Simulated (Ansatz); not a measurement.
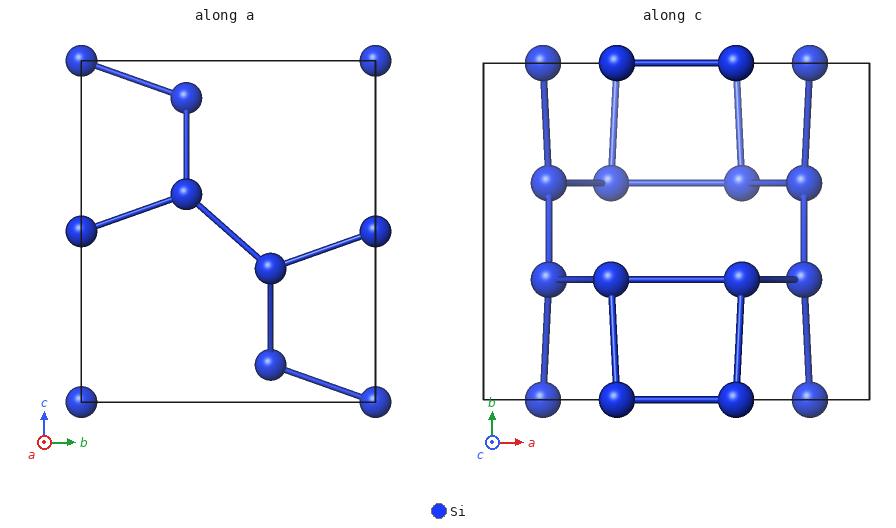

A ball-and-stick rendering, viewed along the a axis and along the c axis. The frame is the conventional unit cell; atoms at its boundary are shown with their periodic copies.

Si, space group Pmna (No. 53), a = 7.14 Å, b = 6.23 Å, c = 7.23 Å, α = 90.00°, β = 90.00°, γ = 90.00°.

The calculation used DFT PBE, scalar-relativistic, plane waves, PAW in Ansatz, with a basis cut at 420 eV, 6×6×6 k-mesh, Gaussian smearing of 0.01 eV, no spin polarisation.

**Classify it as metallic or gapped, with the value.**

A semiconductor at this level, with a gap of 0.26 eV on the k-mesh (the true edges may lie between mesh points, so the gap can be somewhat smaller).

Starting structure: a structure type filled with this element by a generator (whether the element takes this form wasn't checked). Atoms and cell were optimised with DFT PBE, scalar-relativistic, plane waves, PAW (Ansatz).
